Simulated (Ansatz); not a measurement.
## K: geometry relaxation

System: K (P6₃/mmc, 2 atoms in the cell).
Method: DFT PBE+D3(BJ), scalar-relativistic, plane waves, PAW, no spin polarisation (Ansatz 0.2.0).

The structure derives from a Materials Project entry. It belongs to a series of runs on one base structure; here: volume × 0.94, shape and atoms relaxed. Figures and captions count atoms from 1; the log counts them from 0 in places.

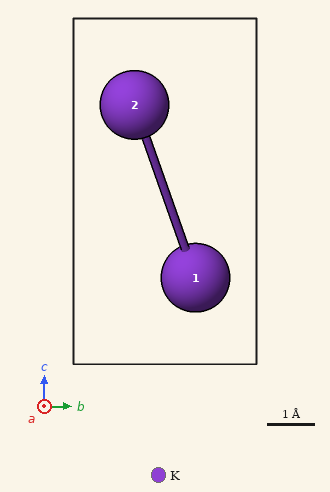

Fig. 1: The structure as given in the input (ball-and-stick view of the cell of the calculation, along the a axis; atoms are numbered from 1 in the order of the input).

Input file
```yaml
crystal:
  lattice:
    - [4.5127096246, 0.0, 0.0]
    - [-2.2563548123, 3.9081211748, 0.0]
    - [0.0, 0.0, 7.3804684519]
  atoms:
    - { symbol: K, position: [0.3333333333, 0.6666666667, 0.25] }
    - { symbol: K, position: [0.6666666667, 0.3333333333, 0.75] }
basis:
  ecutwfc: 420
kpoints:
  mp_grid: { grid: [12, 12, 6] }
hamiltonian:
  xc: pbe
  dispersion: d3bj
scf:
  occupations: { method: gaussian, width: 0.1 }
output:
  forces: true
  stress: true
  eigenvalues: true
  write_density: true
  write_potential: true
  elf: true
  volumetric_format: npy
relax:
  adjacent_minimum: "off"
  f_tol: 0.01
  max_steps: 30
  cell: { stress_tol: 0.1, fix: [volume] }
```

Run on 1 thread of Intel Xeon @ 2.90GHz (Ice Lake), 128 GiB of memory available, shared host.

Run as:
```bash
ansatz run input.yaml --threads 1 --pin off --max-ram 2560MiB --backend cpu --events-out ev --progress --plain --runs-dir out
```

Output
```
Engine: ansatz 0.2.0, x86_64-unknown-linux-gnu
Pseudopotentials: kind: paw
Pseudopotential: K, paw, valence charge 9, recommended cutoff 420 eV (normal), K.paw.azcp
Functional definition: PBE
  parameter kappa = 0.804
  parameter beta = 0.06672455060314922
  exchange = pbe_x(kappa = kappa, mu = beta*pi^2/3)
  correlation = pbe_c(beta = beta)
Crystal: 2 atoms, lattice volume = 130.164 Å³
Basis set: ecut = 420 eV, 2539 PW (Γ), exchange–correlation on 64×64×100 points (8 copies of the dense FFT grid, shifted against one another)
Bands: 13, of which v1, the nominal top of the filled ones, is band 9 counted from 1 (8 counted from 0)
Symmetry: 24 space group operations
Space group: P63/mmc (ITA 194), of the structure as read, at distance tolerance 5.1e-5 Å
k-points: 76 of 864
Non-local potential: K, projectors of the file, l = 0: 3, l = 1: 2, l = 2: 2
PAW form: soft (Blöchl's): semilocal exchange-correlation on the pseudo side does not see the compensation charge
PAW one-centre angular grid: K, 110 points (default); XC on 64 Gauss nodes
Initial density: superposition of atomic densities (neutral atoms: chi_scale 0, normalization atom), corrected by the library's trained network
Initial wavefunctions: pseudopotential atomic-orbital guess
Functional: x = pbe(κ = 0.804, μ = 0.2195149727645171), c = pbe(β = 0.06672455060314922)
SCF iter   1: F=—  HF=-3075.801418 eV  |F-HF|=—  |Δ(HF+E_count)|=         —  Δρ=3.34e-4  dr2=2.38e-4  ethr=1.77e-3  ⟨swp⟩=6.2  Hψ=6350  notcnv=0
preconditioner: auto → Kerker (q_TF=auto, 1.962 Å⁻¹)  [metal: Δε(μ)=0.027 eV  Ē_g=2.720 eV  σ=0.100 eV  W_gap=0.15  n_scr=22 (ndim 8)  ℏωp=4.6 eV  f_vac=0.000  D(μ)=1.46/eV (n_scr^D=2)]
SCF iter   2: F=—  HF=-3075.800244 eV  |F-HF|=—  |Δ(HF+E_count)|=   1.17e-3  Δρ=2.73e-4  dr2=1.84e-4  ethr=1.32e-6  ⟨swp⟩=2.1  Hψ=2231  notcnv=0
SCF iter   3: F=—  HF=-3075.800270 eV  |F-HF|=—  |Δ(HF+E_count)|=   2.59e-5  Δρ=2.15e-4  dr2=4.66e-5  ethr=1.02e-6  ⟨swp⟩=2.0  Hψ=1665  notcnv=0
SCF iter   4: F=—  HF=-3075.800295 eV  |F-HF|=—  |Δ(HF+E_count)|=   2.49e-5  Δρ=1.53e-4  dr2=2.59e-5  ethr=2.59e-7  ⟨swp⟩=1.0  Hψ=979  notcnv=0
SCF iter   5: F=—  HF=-3075.800288 eV  |F-HF|=—  |Δ(HF+E_count)|=   6.58e-6  Δρ=6.01e-5  dr2=3.51e-6  ethr=1.44e-7  ⟨swp⟩=2.0  Hψ=1665  notcnv=0
SCF iter   6: F=-3075.800288 eV  HF=-3075.800287 eV  |F-HF|=1.67e-8  |Δ(HF+E_count)|=   8.57e-7  Δρ=6.43e-6  dr2=9.92e-8  ethr=5.56e-10  ⟨swp⟩=6.9  Hψ=6022  notcnv=0
SCF 1 converged in 6 iterations: F = -3075.800288 eV  dr2 = 9.92e-8
  greatest PAW one-centre occupation: 0.988 electrons in one spin orbital (limit 2), on the K atom at site 1 (counted from 0), in its partial waves of l = 0
relax step   1: F+E_penalty+E_count = -3075.80028751 eV  Δ(F+E_penalty+E_count) = +0.000e0 eV  max|allowed force component| = 1.662e-18 eV/Å  Δτ_max = 0.0000 Å  P = +0.274 GPa  Ω = 130.164 Å³  fix = [volume]  reactions: volume +0.274 GPa  (6 SCF iters, dr2 threshold 1.00e-7 eV, accepted)
Initial density: handed on by an earlier stage of this run
Initial wavefunctions: pseudopotential atomic-orbital guess (no wavefunctions were taken with the density)
iter 1 solved again at ethr=1.48e-7 eV; its pass at ethr=3.10e-3 eV (dr2=2.66e-5 eV) is discarded
SCF iter   1: F=—  HF=-3075.800264 eV  |F-HF|=—  |Δ(HF+E_count)|=         —  Δρ=6.19e-6  dr2=9.79e-8  ethr=1.48e-7  ⟨swp⟩=3.5  Hψ=9273  notcnv=0
preconditioner: auto → Kerker (q_TF=auto, 1.962 Å⁻¹)  [metal: Δε(μ)=0.027 eV  Ē_g=2.721 eV  σ=0.100 eV  W_gap=0.15  n_scr=22 (ndim 8)  ℏωp=4.6 eV  f_vac=0.000  D(μ)=1.46/eV (n_scr^D=2)]
SCF iter   2: F=—  HF=-3075.800288 eV  |F-HF|=—  |Δ(HF+E_count)|=   2.32e-5  Δρ=4.38e-6  dr2=5.95e-8  ethr=5.44e-10  ⟨swp⟩=1.9  Hψ=1249  notcnv=0
SCF iter   3: F=—  HF=-3075.800288 eV  |F-HF|=—  |Δ(HF+E_count)|=   1.03e-8  Δρ=1.50e-6  dr2=4.17e-9  ethr=3.31e-10  ⟨swp⟩=1.7  Hψ=1066  notcnv=0
SCF iter   4: F=—  HF=-3075.800288 eV  |F-HF|=—  |Δ(HF+E_count)|=  7.94e-10  Δρ=4.84e-7  dr2=2.87e-10  ethr=2.32e-11  ⟨swp⟩=2.3  Hψ=1553  notcnv=0
SCF iter   5: F=-3075.800288 eV  HF=-3075.800288 eV  |F-HF|=3.59e-11  |Δ(HF+E_count)|=  2.73e-12  Δρ=1.46e-7  dr2=4.50e-11  ethr=1.00e-12  ⟨swp⟩=5.4  Hψ=4386  notcnv=0
SCF 2 converged in 5 iterations: F = -3075.800288 eV  dr2 = 4.50e-11
relax step   2: F+E_penalty+E_count = -3075.80028751 eV  Δ(F+E_penalty+E_count) = -3.575e-9 eV  max|allowed force component| = 6.505e-19 eV/Å  Δτ_max = 0.0000 Å  P = +0.274 GPa  Ω = 130.164 Å³  fix = [volume]  reactions: volume +0.274 GPa  stress off target by 2.98e-3 GPa on what of the cell is left free  SCF on the basis re-selected at this cell (its energy is not comparable with the rows above)  (5 SCF iters)
```

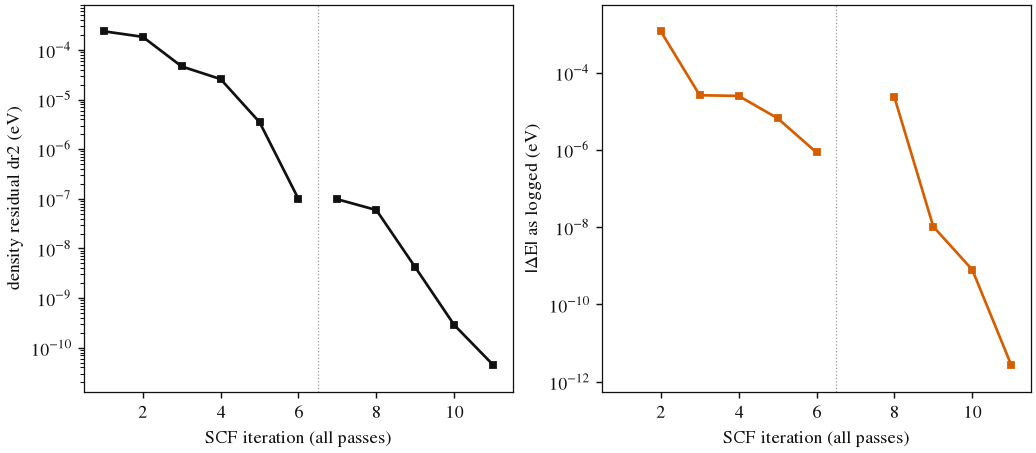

Fig. 2: Convergence of the self-consistent field: density residual dr2 and size of the energy change against the SCF iteration. The dotted lines part the SCF passes of the relaxation: geometry steps, rejected trials and re-solves on a re-selected basis. The passes take 6 and 5 iterations.

```
basis re-selected at this cell: Δ(F+E_penalty+E_count) = -3.575e-9 eV, ΔP = +0.000 GPa vs the last step (what re-selecting the basis moved, of the pressure what is left beyond the Pulay correction that the steps carried, after the strain that the cell walked since its last selection, with what the two solves' SCF thresholds leave and, on support functions, any second-order correction that the steps lacked; it is no measure of the basis error at this ecutwfc). This SCF's stress stands 2.98e-3 GPa from its target on what of the cell is left free (relax.cell.stress_tol is 1.00e-1 GPa) and its largest allowed force component is 6.51e-19 eV/Å (relax.f_tol is 1.00e-2 eV/Å): within both
SCF converged after 5 iterations
Free energy (F): -3075.800288 eV
Harris-Foulkes:  -3075.800288 eV  (|F-HF|=3.59e-11)
Internal energy: -3075.793004 eV  (E = F + TS)
E sigma→0 (E₀):  -3075.796646 eV
Entropy (-TS):   -0.007283 eV (-3.642 meV/atom)
Fermi energy:    2.272867 eV
--- Per-component energies (eV) ---
  E_band       = -275.205685
  E_kinetic    = 505.077733
  E_local      = -1453.178059  (includes V_loc(G=0)·N_el)
  E_nonlocal   = 26.050308
  E_hartree    = 515.670923
  E_xc         = -267.910288
  E_vxc        = -326.605665  (∫ρ·V_xc dr)
  E_paw        = -1563.770791  (= ΣΔE_a)
  E_vpaw       = -57.891710  (= ΣTr[D̂ρ^β])
  E_aug_tail   = -0.000007  (compensation charges beyond the density's cutoff)
  E_ewald      = -837.477090
  E_disp       = -0.255732  (pairwise vdW)
  E_smearing   = -0.007283  (= −TS)
  E_closure    = 0.000000  (closes the sum)
  Σ components = -3075.800288   (vs F -3075.800288, Δ=0.00e0)
--- Forces (eV/Å), atoms counted from 1 ---
  atom   1  K      0.00000000    -0.00000000     0.00000000
  atom   2  K     -0.00000000     0.00000000     0.00000000
  max |Σ_I F_I| component: 2.89e-19 eV/Å
--- Stress (GPa, compression-positive) ---
        0.275224      -0.000000       0.000000
       -0.000000       0.275224       0.000000
        0.000000       0.000000       0.270752
  P = ⅓ Tr σ = 0.2737 GPa (2.737 kbar)
--- Band table (eV; the first three rows and the last of 76) ---
  k-point 0: bands = ["-29.7670", "-29.7603", "-13.3094", "-13.2213", "-13.2213", "-13.2075", "-13.2075", "-13.2072", "-0.0417", "2.6084", "2.8912", "6.4773", "6.4773"]
  k-point 1: bands = ["-29.7666", "-29.7608", "-13.3027", "-13.2203", "-13.2203", "-13.2142", "-13.2084", "-13.2084", "0.0485", "1.9820", "3.5553", "6.3505", "6.4583"]
  k-point 2: bands = ["-29.7653", "-29.7620", "-13.2843", "-13.2332", "-13.2178", "-13.2178", "-13.2109", "-13.2109", "0.3144", "1.3087", "4.3466", "5.8238", "6.4520"]
  k-point 75: bands = ["-29.7586", "-29.7586", "-13.2887", "-13.2887", "-13.2687", "-13.2687", "-13.2262", "-13.2262", "3.5069", "3.5069", "3.7008", "3.7008", "4.0259"]
--- Relaxed structure (1 steps of the walk, 1 accepted, 1 SCFs on fresh bases) ---
  F+E_penalty+E_count = -3075.80028751 eV   max|allowed force component| = 6.505e-19 eV/Å   (the final SCF, on the basis selected at the relaxed cell)
  cell:  # Å, volume = 130.1635 Å³
    - [4.512709624596456, 0.0, 0.0]
    - [-2.256354812298228, 3.908121174803069, 0.0]
    - [0.0, 0.0, 7.3804684519]
  atoms:
    - { symbol: K, position: [0.33333333333333337, 0.6666666666666667, 0.25] }
    - { symbol: K, position: [0.6666666666666667, 0.33333333333333337, 0.75] }
```

Trajectory as extended XYZ (Å, eV, eV/Å), 2 frames, from step=1 to step=2
```
2
Lattice="4.5127 0.0000 0.0000 -2.2564 3.9081 0.0000 0.0000 0.0000 7.3805" Properties=species:S:1:pos:R:3:forces:R:3 step=1 energy=-3075.80029 pressure_GPa=0.27
K     0.0000    2.6054    1.8451    0.0000   0.0000   0.0000
K     2.2564    1.3027    5.5354    0.0000   0.0000   0.0000
2
Lattice="4.5127 0.0000 0.0000 -2.2564 3.9081 0.0000 0.0000 0.0000 7.3805" Properties=species:S:1:pos:R:3:forces:R:3 step=2 energy=-3075.80029 pressure_GPa=0.27
K     0.0000    2.6054    1.8451    0.0000   0.0000   0.0000
K     2.2564    1.3027    5.5354    0.0000   0.0000   0.0000
```

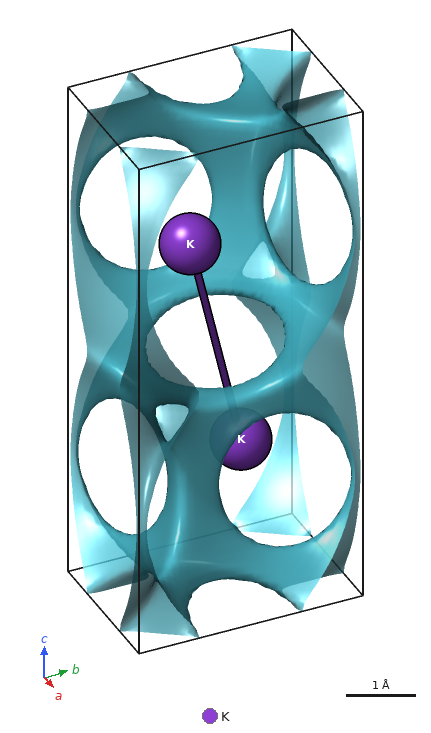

Fig. 3: Isosurface of the electron localisation function at 0.4 (cyan), seen slightly off an axis. Only the valence region is drawn (cores and ρ < 0.01 e/Å³ removed). Sticks mark near contacts. The outline is the cell set on symmetry axes. Along the contacts the grid gives the following. K–K (4.51 Å): the ELF is about 0.25 at the midpoint (no localised pair between them). The fields are those of the smooth PAW valence density.

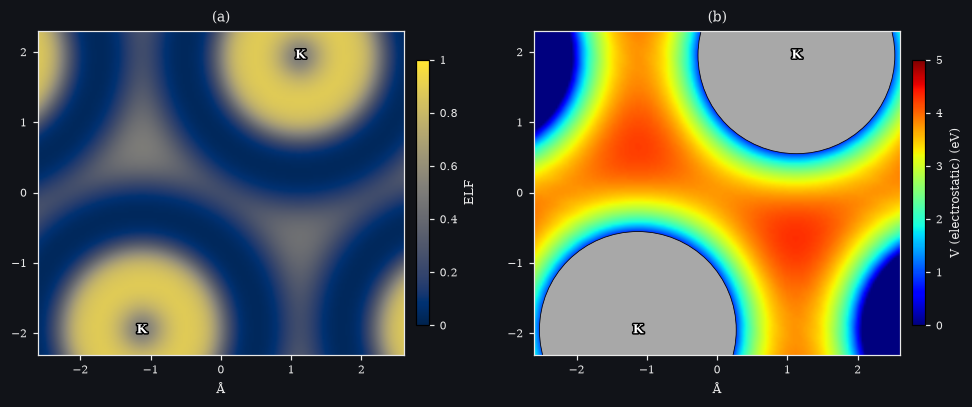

Fig. 4: (a) electron localisation function; (b) electrostatic potential energy of an electron on the (001) plane of the conventional cell. Grey discs, where drawn, cover atomic cores. Atoms in the plane: K. K–K (4.51 Å): the ELF is about 0.25 at the midpoint (no shared electron pair). The strong features right at K lie inside the PAW spheres (semicore, d or f shells) and say nothing about bonding. Outside the cores the potential energy rises away from the atoms and is highest about 2.6 Å from the nearest atoms; outside the discs it spans about 3 eV, and its zero is arbitrary.

Summary

| quantity | value |
| --- | --- |
| outcome | converged |
| space group (tolerance 0.01 Å) | P6₃/mmc (194) |
| electrons treated | 18 |
| free energy | −3075.8003 eV |
| Fermi energy | 2.273 eV |
| gap on the k-point mesh | none (metallic) |
| pressure | 0.27 GPa |
| final volume | 130.16 Å³ |
| largest force (length of the vector) at the end | under 0.001 eV/Å |
| final cell | a = 4.513 Å, b = 4.513 Å, c = 7.380 Å, α = 90.00°, β = 90.00°, γ = 120.00° |
| wall time | 12 s |
| peak memory | 0.52 GiB |
